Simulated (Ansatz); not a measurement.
Single-point calculation, with input and output: Al₁₄₄N₁₄₄ (part 2 of 3)

The same run, continued: Al₁₄₄N₁₄₄ (288 atoms in the cell); DFT, HSE06, PAW, plane waves (Ansatz 0.2.0); cutoff 420 eV, 1×1×1 k-mesh, Fermi–Dirac smearing of 0.01 eV. The structure was built on a prototype by a generator.

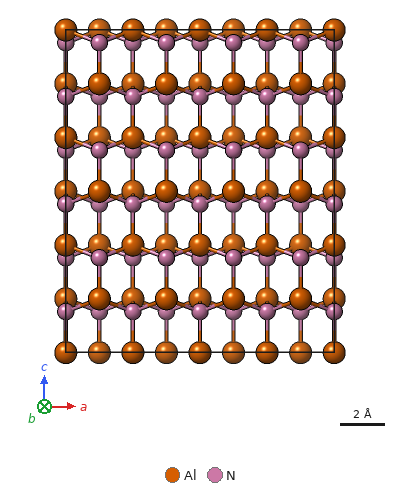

*The structure (ball-and-stick view of the cell of the calculation, along the b axis).*

**Log, continued**
```
k-points: 1
Non-local potential: Al, projectors of the file, l = 0: 2, l = 1: 2, l = 2: 1
Non-local potential: N, projectors of the file, l = 0: 2, l = 1: 2, l = 2: 1
PAW form: soft (Blöchl's): semilocal exchange-correlation on the pseudo side does not see the compensation charge
PAW frozen core: Al, regenerated for the run's functional, and the local potential with it (the file was generated under x = pbe(κ = 0.804, μ = 0.2195149727645171), c = pbe(β = 0.06672455060314922))
PAW frozen core: N, regenerated for the run's functional, and the local potential with it (the file was generated under x = pbe(κ = 0.804, μ = 0.2195149727645171), c = pbe(β = 0.06672455060314922))
PAW one-centre angular grid: Al, 110 points (default); XC on 64 Gauss nodes
PAW one-centre angular grid: N, 110 points (default); XC on 64 Gauss nodes
Initial density: superposition of atomic densities (neutral atoms: chi_scale 0, normalization atom), corrected by the library's trained network
Initial wavefunctions: pseudopotential atomic-orbital guess
Functional: x = pbe(κ = 0.804, μ = 0.2195149727645171), c = pbe(β = 0.06672455060314922), warm-up for x = pbe(κ = 0.804, μ = 0.2195149727645171) + 0.25 (exact − pbe) at short range (hse, ω = 0.20786987370883472 Å⁻¹), c = pbe(β = 0.06672455060314922); HSE06 as pw.x's `hse` composes it (authors' and Libxc's form: `xc: wpbeh`)
SCF iter   1: F=—  HF=-133090.331814 eV  |F-HF|=—  |Δ(HF+E_count)|=         —  Δρ=1.06e-3  dr2=1.72e-2  ethr=1.77e-3  ⟨swp⟩=20.0  Hψ=5105  notcnv=3
preconditioner: auto → none  [insulator: Δε(μ)=4.174 eV  Ē_g=13.129 eV  σ=0.010 eV  W_gap=1.00  n_scr=636 (ndim 8)  ℏωp=23.0 eV  f_vac=0.000  D(μ)=0.00/eV (n_scr^D=0)]
SCF iter   2: F=—  HF=-133090.392426 eV  |F-HF|=—  |Δ(HF+E_count)|=   6.06e-2  Δρ=5.19e-4  dr2=3.42e-3  ethr=1.49e-6  ⟨swp⟩=20.0  Hψ=4441  notcnv=3  defer=4
SCF iter   3: F=-133090.397458 eV  HF=-133090.396101 eV  |F-HF|=1.36e-3  |Δ(HF+E_count)|=   3.68e-3  Δρ=2.15e-4  dr2=4.08e-4  ethr=2.97e-7  ⟨swp⟩=5.0  Hψ=1501  notcnv=0  defer=4
SCF 1 stopped early in 3 iterations: F = -133090.397458 eV  dr2 = 4.08e-4
  greatest PAW one-centre occupation: 0.788 electrons in one spin orbital (limit 2), on the N atom at site 287 (counted from 0), in its partial waves of l = 0
Initial density: handed on by an earlier stage of this run
Initial wavefunctions: those handed on with the density
Functional: x = pbe(κ = 0.804, μ = 0.2195149727645171) + 0.25 (exact − pbe) at short range (hse, ω = 0.20786987370883472 Å⁻¹), c = pbe(β = 0.06672455060314922); HSE06 as pw.x's `hse` composes it (authors' and Libxc's form: `xc: wpbeh`)
Exchange kernel: α = 0.2500, screened, ω = 0.2079 Å⁻¹, Wigner–Seitz truncation, v(0) = 1017.3500 eV·Å³, q-mesh 1×1×1, nearest image of the exchange supercell L = 12.44 Å, pair-density grid 72×96×90, without the augmentation charges, whose exchange is taken in its separable form (sized by the pseudopotential files, 81×120×100 at the most), smooth part of the exact exchange by density-matrix convolu
Frozen-core exchange: fock
SCF iter   1: F=—  HF=-133157.589916 eV  |F-HF|=—  |Δ(HF+E_count)|=         —  Δρ=6.32e-3  dr2=5.63e-1  ethr=3.55e-7  ⟨swp⟩=14.0  Hψ=5731  notcnv=0
preconditioner: auto → none  [insulator: Δε(μ)=5.492 eV  Ē_g=15.121 eV  σ=0.010 eV  W_gap=1.00  n_scr=636 (ndim 8)  ℏωp=23.0 eV  f_vac=0.000  D(μ)=0.00/eV (n_scr^D=0)]
SCF iter   2: F=—  HF=-133157.384841 eV  |F-HF|=—  |Δ(HF+E_count)|=   2.05e-1  Δρ=2.83e-3  dr2=1.58e-1  ethr=3.55e-7  ⟨swp⟩=4.0  Hψ=3108  notcnv=0
SCF iter   3: F=—  HF=-133157.334854 eV  |F-HF|=—  |Δ(HF+E_count)|=   5.00e-2  Δρ=1.37e-4  dr2=3.41e-2  ethr=3.55e-7  ⟨swp⟩=5.0  Hψ=2977  notcnv=0
SCF iter   4: F=—  HF=-133157.699649 eV  |F-HF|=—  |Δ(HF+E_count)|=   3.65e-1  Δρ=5.18e-4  dr2=6.72e-3  ethr=3.87e-8  ⟨swp⟩=8.0  Hψ=4222  notcnv=0
iter 5 solved again at ethr=8.06e-10 eV; its pass at ethr=3.87e-8 eV (dr2=9.29e-6 eV) is discarded
SCF iter   5: F=—  HF=-133157.698003 eV  |F-HF|=—  |Δ(HF+E_count)|=   1.65e-3  Δρ=2.84e-5  dr2=4.55e-4  ethr=8.06e-10  ⟨swp⟩=6.0  Hψ=4533  notcnv=0
SCF iter   6: F=—  HF=-133157.701946 eV  |F-HF|=—  |Δ(HF+E_count)|=   3.94e-3  Δρ=7.02e-5  dr2=1.90e-4  ethr=7.75e-10  ⟨swp⟩=9.0  Hψ=3890  notcnv=0
SCF iter   7: F=-133157.701893 eV  HF=-133157.701895 eV  |F-HF|=2.20e-6  |Δ(HF+E_count)|=   5.11e-5  Δρ=1.02e-5  dr2=1.06e-5  ethr=7.75e-10  ⟨swp⟩=4.0  Hψ=2539  notcnv=0
SCF 2 stopped early in 7 iterations: F = -133157.701893 eV  dr2 = 1.06e-5
  Residual-converged pass: ⟨swp⟩=3.0  Hψ=1636  notcnv=0  max |occ|·‖R‖ = 6.6e-6 eV (tolerance 6.7e-6 eV)  dr2=1.06e-5  dr2_onsite=1.50e-7  max |Δocc| = 0.0e0
hybrid outer 1: dexx = +4.034e-1 eV, tail = 2.29e-4 eV
SCF iter   1: F=—  HF=-133157.700329 eV  |F-HF|=—  |Δ(HF+E_count)|=         —  Δρ=9.66e-6  dr2=8.37e-7  ethr=9.93e-8  ⟨swp⟩=18.0  Hψ=2367  notcnv=0
preconditioner: auto → none  [insulator: Δε(μ)=5.541 eV  Ē_g=15.133 eV  σ=0.010 eV  W_gap=1.00  n_scr=636 (ndim 8)  ℏωp=23.0 eV  f_vac=0.000  D(μ)=0.00/eV (n_scr^D=0)]
SCF iter   2: F=—  HF=-133157.700333 eV  |F-HF|=—  |Δ(HF+E_count)|=   4.19e-6  Δρ=6.30e-6  dr2=2.82e-7  ethr=6.16e-11  ⟨swp⟩=12.0  Hψ=3376  notcnv=0  defer=1
SCF iter   3: F=-133157.700333 eV  HF=-133157.700333 eV  |F-HF|=1.08e-7  |Δ(HF+E_count)|=   3.22e-7  Δρ=3.03e-6  dr2=5.23e-8  ethr=2.23e-11  ⟨swp⟩=4.0  Hψ=1455  notcnv=0  defer=1
SCF 3 converged in 3 iterations: F = -133157.700333 eV  dr2 = 5.23e-8
  Residual-converged pass: ⟨swp⟩=2.0  Hψ=1440  notcnv=0  max |occ|·‖R‖ = 5.1e-6 eV (tolerance 5.3e-6 eV)  dr2=5.27e-8  dr2_onsite=7.03e-9  max |Δocc| = 0.0e0
```

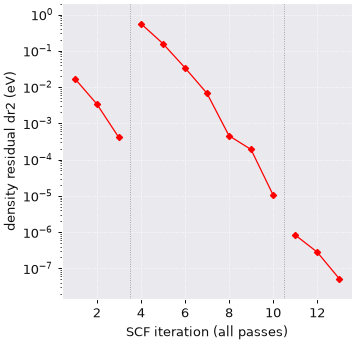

*Convergence of the self-consistent field: density residual dr2 against the SCF iteration. The run starts with a semilocal functional; after that each stretch between dotted lines is one SCF of the hybrid functional between two exact rebuilds of the exchange operator by the outer loop. Early passes are stopped at a loose threshold.*

The passes take 3, 7 and 3 iterations.

```
hybrid outer 2: dexx = +1.375e-6 eV, tail = 1.35e-7 eV, Δε = 1.01e-3 eV (about 2.95e-5 eV left of the loop's levels), ΔF = 3.64e-4 eV/Å (tail 9.59e-5)
NSCF: frozen V_eff on 1 k-points
hybrid SCF converged: 2 outer / 10 inner (+3 warm-up), last move |dexx| = 1.38e-6 eV, tail = 1.35e-7 eV
Stability not checked: this state was not tested for a lower state beside it, because the functional holds exact exchange (a hybrid, or Hartree-Fock), whose exchange loop this test does not read (fock_operator; see scf.lower_state_search)
Free energy (F): -133157.700334 eV
Harris-Foulkes:  -133157.700334 eV  (|F-HF|=1.08e-7)
Internal energy: -133157.700334 eV  (E = F + TS)
E sigma→0 (E₀):  -133157.700334 eV
Fermi energy:    8.995705 eV
--- Per-component energies (eV) ---
  E_band       = 553.717872
  E_kinetic    = 23033.801550
  E_local      = -32235.728372  (includes V_loc(G=0)·N_el)
  E_nonlocal   = 7802.209077
  E_hartree    = 11259.685978
  E_xc         = -11894.514336
  E_vxc        = -12519.494831  (∫ρ·V_xc dr)
  E_exx        = -2581.651532  (= α·E_x^exact, valence–valence)
  E_paw        = -85946.761450  (= ΣΔE_a)
  E_vpaw       = -2883.162417  (= ΣTr[D̂ρ^β])
  E_aug_tail   = 0.013894  (compensation charges beyond the density's cutoff)
  E_ewald      = -42585.107865
  E_core_change = -9.647242  (= ΣΔE_core)
  E_smearing   = -0.000000  (= −TS)
  E_closure    = -0.000035  (closes the sum)
  Σ components = -133157.700334   (vs F -133157.700334, Δ=0.00e0)
--- Forces (eV/Å), atoms counted from 1 ---
  atom   1  Al     0.00000000     0.01135941    -0.00205592
  atom   2  Al     0.00000000     0.01135941    -0.00205592
  atom   3  Al     0.00000000     0.01135941    -0.00205592
  atom   4  Al    -0.00000000     0.01135941    -0.00205592
  atom   5  Al    -0.00000000     0.01135941    -0.00205592
  atom   6  Al    -0.00000000     0.01135941    -0.00205592
  atom   7  Al     0.00000000     0.01135941    -0.00205592
  atom   8  Al    -0.00000000     0.01135941    -0.00205592
  atom   9  Al     0.00000000     0.01135941    -0.00205592
  atom  10  Al     0.00000000     0.01135941    -0.00205592
  atom  11  Al     0.00000000     0.01135941    -0.00205592
  atom  12  Al    -0.00000000     0.01135941    -0.00205592
  atom  13  Al     0.00000000     0.01135941    -0.00205592
  atom  14  Al     0.00000000     0.01135941    -0.00205592
  atom  15  Al     0.00000000     0.01135941    -0.00205592
  atom  16  Al    -0.00000000     0.01135941    -0.00205592
  atom  17  Al    -0.00000000     0.01135941    -0.00205592
  atom  18  Al    -0.00000000     0.01135941    -0.00205592
  atom  19  Al     0.00000000     0.01135941    -0.00205592
  atom  20  Al     0.00000000     0.01135941    -0.00205592
  atom  21  Al     0.00000000     0.01135941    -0.00205592
  atom  22  Al    -0.00000000     0.01135941    -0.00205592
  atom  23  Al    -0.00000000     0.01135941    -0.00205592
  atom  24  Al    -0.00000000     0.01135941    -0.00205592
  atom  25  Al     0.00000000     0.01135941    -0.00205592
  atom  26  Al     0.00000000     0.01135941    -0.00205592
  atom  27  Al    -0.00000000     0.01135941    -0.00205592
  atom  28  Al     0.00000000     0.01135941    -0.00205592
  atom  29  Al     0.00000000     0.01135941    -0.00205592
  atom  30  Al     0.00000000     0.01135941    -0.00205592
  atom  31  Al     0.00000000     0.01135941    -0.00205592
  atom  32  Al     0.00000000     0.01135941    -0.00205592
  atom  33  Al    -0.00000000     0.01135941    -0.00205592
  atom  34  Al    -0.00000000     0.01135941    -0.00205592
  atom  35  Al    -0.00000000     0.01135941    -0.00205592
  atom  36  Al    -0.00000000     0.01135941    -0.00205592
  atom  37  Al    -0.00000000     0.01135941    -0.00205592
  atom  38  Al    -0.00000000     0.01135941    -0.00205592
  atom  39  Al    -0.00000000     0.01135941    -0.00205592
  atom  40  Al    -0.00000000     0.01135941    -0.00205592
  atom  41  Al     0.00000000     0.01135941    -0.00205592
  atom  42  Al     0.00000000     0.01135941    -0.00205592
  atom  43  Al     0.00000000     0.01135941    -0.00205592
  atom  44  Al     0.00000000     0.01135941    -0.00205592
  atom  45  Al     0.00000000     0.01135941    -0.00205592
  atom  46  Al    -0.00000000     0.01135941    -0.00205592
  atom  47  Al    -0.00000000     0.01135941    -0.00205592
  atom  48  Al    -0.00000000     0.01135941    -0.00205592
  atom  49  Al     0.00000000     0.01135941    -0.00205592
  atom  50  Al     0.00000000     0.01135941    -0.00205592
  atom  51  Al     0.00000000     0.01135941    -0.00205592
  atom  52  Al     0.00000000     0.01135941    -0.00205592
  atom  53  Al     0.00000000     0.01135941    -0.00205592
  atom  54  Al     0.00000000     0.01135941    -0.00205592
  atom  55  Al    -0.00000000     0.01135941    -0.00205592
  atom  56  Al    -0.00000000     0.01135941    -0.00205592
  atom  57  Al    -0.00000000     0.01135941    -0.00205592
  atom  58  Al     0.00000000     0.01135941    -0.00205592
  atom  59  Al    -0.00000000     0.01135941    -0.00205592
  atom  60  Al     0.00000000     0.01135941    -0.00205592
  atom  61  Al     0.00000000     0.01135941    -0.00205592
  atom  62  Al     0.00000000     0.01135941    -0.00205592
  atom  63  Al     0.00000000     0.01135941    -0.00205592
  atom  64  Al     0.00000000     0.01135941    -0.00205592
  atom  65  Al    -0.00000000     0.01135941    -0.00205592
  atom  66  Al     0.00000000     0.01135941    -0.00205592
  atom  67  Al    -0.00000000     0.01135941    -0.00205592
  atom  68  Al    -0.00000000     0.01135941    -0.00205592
  atom  69  Al    -0.00000000     0.01135941    -0.00205592
  atom  70  Al     0.00000000     0.01135941    -0.00205592
  atom  71  Al     0.00000000     0.01135941    -0.00205592
  atom  72  Al    -0.00000000     0.01135941    -0.00205592
  atom  73  Al     0.00000000    -0.01135941    -0.00205592
  atom  74  Al     0.00000000    -0.01135941    -0.00205592
  atom  75  Al     0.00000000    -0.01135941    -0.00205592
  atom  76  Al     0.00000000    -0.01135941    -0.00205592
  atom  77  Al    -0.00000000    -0.01135941    -0.00205592
  atom  78  Al    -0.00000000    -0.01135941    -0.00205592
  atom  79  Al     0.00000000    -0.01135941    -0.00205592
  atom  80  Al    -0.00000000    -0.01135941    -0.00205592
  atom  81  Al    -0.00000000    -0.01135941    -0.00205592
  atom  82  Al     0.00000000    -0.01135941    -0.00205592
  atom  83  Al     0.00000000    -0.01135941    -0.00205592
  atom  84  Al     0.00000000    -0.01135941    -0.00205592
  atom  85  Al    -0.00000000    -0.01135941    -0.00205592
  atom  86  Al    -0.00000000    -0.01135941    -0.00205592
  atom  87  Al     0.00000000    -0.01135941    -0.00205592
  atom  88  Al     0.00000000    -0.01135941    -0.00205592
  atom  89  Al     0.00000000    -0.01135941    -0.00205592
  atom  90  Al     0.00000000    -0.01135941    -0.00205592
  atom  91  Al    -0.00000000    -0.01135941    -0.00205592
  atom  92  Al    -0.00000000    -0.01135941    -0.00205592
  atom  93  Al     0.00000000    -0.01135941    -0.00205592
  atom  94  Al    -0.00000000    -0.01135941    -0.00205592
  atom  95  Al    -0.00000000    -0.01135941    -0.00205592
  atom  96  Al    -0.00000000    -0.01135941    -0.00205592
  atom  97  Al     0.00000000    -0.01135941    -0.00205592
  atom  98  Al     0.00000000    -0.01135941    -0.00205592
  atom  99  Al     0.00000000    -0.01135941    -0.00205592
  atom 100  Al    -0.00000000    -0.01135941    -0.00205592
  atom 101  Al    -0.00000000    -0.01135941    -0.00205592
  atom 102  Al    -0.00000000    -0.01135941    -0.00205592
  atom 103  Al    -0.00000000    -0.01135941    -0.00205592
  atom 104  Al    -0.00000000    -0.01135941    -0.00205592
  atom 105  Al    -0.00000000    -0.01135941    -0.00205592
  atom 106  Al    -0.00000000    -0.01135941    -0.00205592
  atom 107  Al    -0.00000000    -0.01135941    -0.00205592
  atom 108  Al    -0.00000000    -0.01135941    -0.00205592
  atom 109  Al     0.00000000    -0.01135941    -0.00205592
  atom 110  Al     0.00000000    -0.01135941    -0.00205592
  atom 111  Al     0.00000000    -0.01135941    -0.00205592
  atom 112  Al    -0.00000000    -0.01135941    -0.00205592
  atom 113  Al     0.00000000    -0.01135941    -0.00205592
  atom 114  Al     0.00000000    -0.01135941    -0.00205592
  atom 115  Al     0.00000000    -0.01135941    -0.00205592
  atom 116  Al    -0.00000000    -0.01135941    -0.00205592
  atom 117  Al    -0.00000000    -0.01135941    -0.00205592
  atom 118  Al     0.00000000    -0.01135941    -0.00205592
  atom 119  Al     0.00000000    -0.01135941    -0.00205592
  atom 120  Al    -0.00000000    -0.01135941    -0.00205592
  atom 121  Al     0.00000000    -0.01135941    -0.00205592
  atom 122  Al    -0.00000000    -0.01135941    -0.00205592
  atom 123  Al    -0.00000000    -0.01135941    -0.00205592
  atom 124  Al    -0.00000000    -0.01135941    -0.00205592
  atom 125  Al    -0.00000000    -0.01135941    -0.00205592
  atom 126  Al    -0.00000000    -0.01135941    -0.00205592
  atom 127  Al    -0.00000000    -0.01135941    -0.00205592
  atom 128  Al    -0.00000000    -0.01135941    -0.00205592
  atom 129  Al     0.00000000    -0.01135941    -0.00205592
  atom 130  Al     0.00000000    -0.01135941    -0.00205592
  atom 131  Al    -0.00000000    -0.01135941    -0.00205592
  atom 132  Al    -0.00000000    -0.01135941    -0.00205592
  atom 133  Al     0.00000000    -0.01135941    -0.00205592
  atom 134  Al     0.00000000    -0.01135941    -0.00205592
  atom 135  Al     0.00000000    -0.01135941    -0.00205592
  atom 136  Al     0.00000000    -0.01135941    -0.00205592
  atom 137  Al    -0.00000000    -0.01135941    -0.00205592
  atom 138  Al    -0.00000000    -0.01135941    -0.00205592
  atom 139  Al    -0.00000000    -0.01135941    -0.00205592
  atom 140  Al    -0.00000000    -0.01135941    -0.00205592
  atom 141  Al    -0.00000000    -0.01135941    -0.00205592
  atom 142  Al     0.00000000    -0.01135941    -0.00205592
  atom 143  Al     0.00000000    -0.01135941    -0.00205592
  atom 144  Al     0.00000000    -0.01135941    -0.00205592
  atom 145  N     -0.00000000    -0.01366684     0.00205873
  atom 146  N     -0.00000000    -0.01366684     0.00205873
  atom 147  N     -0.00000000    -0.01366684     0.00205873
  atom 148  N      0.00000000    -0.01366684     0.00205873
  atom 149  N     -0.00000000    -0.01366684     0.00205873
  atom 150  N     -0.00000000    -0.01366684     0.00205873
  atom 151  N     -0.00000000    -0.01366684     0.00205873
  atom 152  N      0.00000000    -0.01366684     0.00205873
  atom 153  N     -0.00000000    -0.01366684     0.00205873
  atom 154  N     -0.00000000    -0.01366684     0.00205873
  atom 155  N     -0.00000000    -0.01366684     0.00205873
  atom 156  N     -0.00000000    -0.01366684     0.00205873
  atom 157  N      0.00000000    -0.01366684     0.00205873
  atom 158  N      0.00000000    -0.01366684     0.00205873
  atom 159  N      0.00000000    -0.01366684     0.00205873
  atom 160  N      0.00000000    -0.01366684     0.00205873
  atom 161  N      0.00000000    -0.01366684     0.00205873
  atom 162  N      0.00000000    -0.01366684     0.00205873
  atom 163  N      0.00000000    -0.01366684     0.00205873
  atom 164  N      0.00000000    -0.01366684     0.00205873
  atom 165  N     -0.00000000    -0.01366684     0.00205873
  atom 166  N     -0.00000000    -0.01366684     0.00205873
  atom 167  N     -0.00000000    -0.01366684     0.00205873
  atom 168  N      0.00000000    -0.01366684     0.00205873
  atom 169  N     -0.00000000    -0.01366684     0.00205873
  atom 170  N      0.00000000    -0.01366684     0.00205873
  atom 171  N     -0.00000000    -0.01366684     0.00205873
  atom 172  N     -0.00000000    -0.01366684     0.00205873
  atom 173  N     -0.00000000    -0.01366684     0.00205873
  atom 174  N     -0.00000000    -0.01366684     0.00205873
  atom 175  N     -0.00000000    -0.01366684     0.00205873
  atom 176  N     -0.00000000    -0.01366684     0.00205873
  atom 177  N     -0.00000000    -0.01366684     0.00205873
  atom 178  N      0.00000000    -0.01366684     0.00205873
  atom 179  N      0.00000000    -0.01366684     0.00205873
  atom 180  N      0.00000000    -0.01366684     0.00205873
  atom 181  N      0.00000000    -0.01366684     0.00205873
  atom 182  N      0.00000000    -0.01366684     0.00205873
  atom 183  N      0.00000000    -0.01366684     0.00205873
  atom 184  N      0.00000000    -0.01366684     0.00205873
  atom 185  N      0.00000000    -0.01366684     0.00205873
  atom 186  N      0.00000000    -0.01366684     0.00205873
  atom 187  N     -0.00000000    -0.01366684     0.00205873
  atom 188  N     -0.00000000    -0.01366684     0.00205873
  atom 189  N     -0.00000000    -0.01366684     0.00205873
  atom 190  N     -0.00000000    -0.01366684     0.00205873
  atom 191  N     -0.00000000    -0.01366684     0.00205873
  atom 192  N     -0.00000000    -0.01366684     0.00205873
  atom 193  N     -0.00000000    -0.01366684     0.00205873
  atom 194  N     -0.00000000    -0.01366684     0.00205873
  atom 195  N     -0.00000000    -0.01366684     0.00205873
  atom 196  N     -0.00000000    -0.01366684     0.00205873
  atom 197  N     -0.00000000    -0.01366684     0.00205873
  atom 198  N     -0.00000000    -0.01366684     0.00205873
  atom 199  N      0.00000000    -0.01366684     0.00205873
  atom 200  N      0.00000000    -0.01366684     0.00205873
  atom 201  N      0.00000000    -0.01366684     0.00205873
  atom 202  N      0.00000000    -0.01366684     0.00205873
  atom 203  N      0.00000000    -0.01366684     0.00205873
  atom 204  N      0.00000000    -0.01366684     0.00205873
  atom 205  N     -0.00000000    -0.01366684     0.00205873
```
